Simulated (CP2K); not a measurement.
**A series of single points on Y**

System: Y (Fm-3m, 1 atom in the cell).
Method: Kohn-Sham DFT of a periodic cell, PBE, GTH-PBE with UZH-TZVP basis, no spin polarisation (CP2K 2026.2).

The 6 runs differ only in the geometry, by an even scaling of the cell at fixed fractional positions. The structure derives from a Materials Project entry.

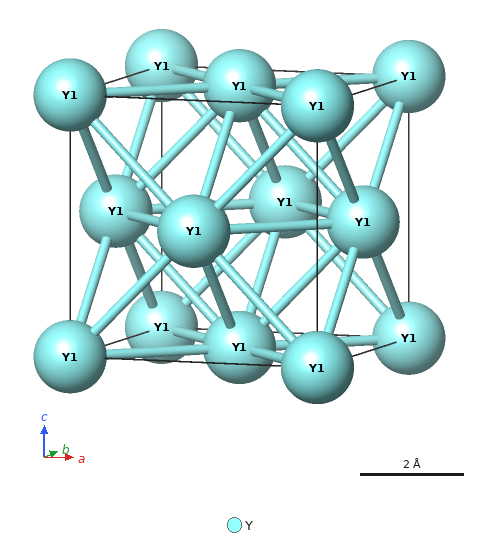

Figure 1. The structure of run 4 (ball-and-stick view of the cell 4 times as large as that of the calculation, set on its symmetry axes, seen slightly off an axis; atoms are numbered from 1 in the order of the input).

## Input of run 4
```
&GLOBAL
  PROJECT y_eos
  RUN_TYPE ENERGY_FORCE
  PRINT_LEVEL LOW
&END GLOBAL
&FORCE_EVAL
  METHOD QS
  STRESS_TENSOR ANALYTICAL
  &DFT
    BASIS_SET_FILE_NAME BASIS_MOLOPT_UZH
    POTENTIAL_FILE_NAME POTENTIAL_UZH
    WFN_RESTART_FILE_NAME previous-RESTART.kp
    &MGRID
      CUTOFF 450
      REL_CUTOFF 60
      NGRIDS 5
    &END MGRID
    &QS
      METHOD GPW
      EPS_DEFAULT 1.0E-10
    &END QS
    &KPOINTS
      SCHEME MONKHORST-PACK 9 9 9
      GAMMA_CENTERED T
      SYMMETRY T
      SYMMETRY_BACKEND SPGLIB
    &END KPOINTS
    &SCF
      SCF_GUESS RESTART
      EPS_SCF 1.0E-6
      MAX_SCF 100
      ADDED_MOS 11
      CHOLESKY OFF
      EPS_EIGVAL 1.0E-7
      &DIAGONALIZATION ON
        ALGORITHM STANDARD
      &END DIAGONALIZATION
      &MIXING ON
        METHOD BROYDEN_MIXING
        ALPHA 0.4
        BETA 1.5
        NBUFFER 8
      &END MIXING
      &SMEAR ON
        METHOD FERMI_DIRAC
        ELECTRONIC_TEMPERATURE [K] 580.226
      &END SMEAR
    &END SCF
    &XC
      &XC_FUNCTIONAL
        &GGA_X_PBE
        &END GGA_X_PBE
        &GGA_C_PBE
        &END GGA_C_PBE
      &END XC_FUNCTIONAL
    &END XC
    &PRINT
      &KPOINTS ON
      &END KPOINTS
      &MULLIKEN ON
      &END MULLIKEN
      &MO ON
        ENERGIES T
        OCCUPATION_NUMBERS T
        &EACH
          QS_SCF 0
        &END EACH
        ADD_LAST NUMERIC
      &END MO
    &END PRINT
  &END DFT
  &SUBSYS
    &CELL
      ABC 3.6329621284 3.6329621284 3.6329621284
      ALPHA_BETA_GAMMA 60.0000000001 60.0000000002 60.0000000001
      PERIODIC XYZ
    &END CELL
    &COORD
      SCALED
      Y   0.0000000000 0.0000000000 0.0000000000
    &END COORD
    &KIND Y
      BASIS_SET TZVP-MOLOPT-PBE-GTH-q11
      POTENTIAL GTH-PBE-q11
    &END KIND
    &PRINT
      &ATOMIC_COORDINATES ON
      &END ATOMIC_COORDINATES
      &CELL ON
      &END CELL
      &SYMMETRY ON
      &END SYMMETRY
    &END PRINT
  &END SUBSYS
  &PRINT
    &FORCES ON
    &END FORCES
    &STRESS_TENSOR ON
    &END STRESS_TENSOR
  &END PRINT
&END FORCE_EVAL
```

Command:
```bash
OMP_NUM_THREADS=1 cp2k.psmp -i y_eos.inp -o y_eos.out
```

Lattice vectors (Å) and fractional positions of run 4:
```
   3.632962    0.000000    0.000000
   1.816481    3.146237    0.000000
   1.816481    1.048746    2.966301
Y   0.000000  0.000000  0.000000
```

Run 5 has the same physical settings and fractional positions; its lattice vectors (Å) are:
```
   3.656553    0.000000    0.000000
   1.828277    3.166668    0.000000
   1.828277    1.055556    2.985563
```

## Results, with one run withheld

```csv
run,volume per atom (Å³),"free energy per atom, from the lowest run given (meV)",pressure (GPa)
1,31.246,6.67,1.69
2,31.911,1.54,0.79
3,32.576,0.00,−0.04
4,33.905,6.56,−1.50
5,34.570,?,?
6,35.235,24.34,−2.75
```

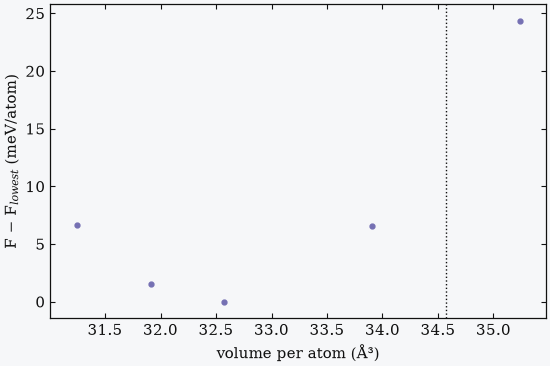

Figure 2. Free energy per atom of the runs given; the dotted line marks run 5.

Fit the runs given and predict run 5.

A cubic polynomial in V^(−2/3) (the Birch–Murnaghan form), fitted to the 5 runs given, misses them by under 0.01 meV per atom. With x = V^(−2/3) − 0.09735 Å⁻², it reads F = 0.52462 − 1405.7 x + 9.3823e+05 x² − 4.4658e+06 x³ (meV per atom). At run 5 it gives 14.16 meV per atom, and the run itself gives 14.16. The slope of the fit gives a pressure −dF/dV of −2.15 GPa there, and the run prints −2.15 GPa. The fit has its minimum at 32.544 Å³ per atom, where V d²F/dV² gives 39.1 GPa: the bulk modulus at this level, since symmetry fixes the shape and the positions.

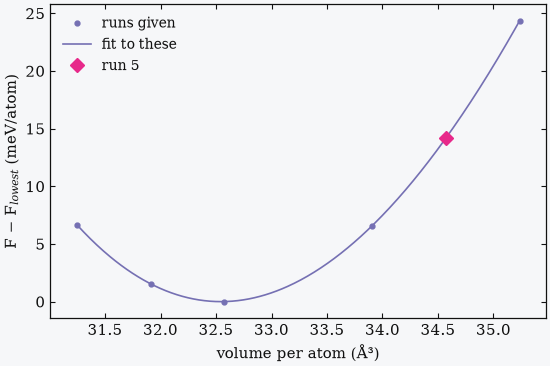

Figure 3. The fit and the withheld run.

## Some lines of the output (run 5)
```
[...]
 CELL| Volume [angstrom^3]:                                            34.570112
 CELL_REF| Volume [angstrom^3]:                                        34.570112
                        Smear method:                                FERMI_DIRAC
  Step     Update method      Time    Convergence         Total energy    Change
  Fermi energy:                                                 0.26808225892430
  Total energy:                                               -38.18195718050519
  Total energy (extrapolated to T->0):                        -38.18170252403370
 MO| E(Fermi):            0.268082 a.u.          7.294889 eV
```
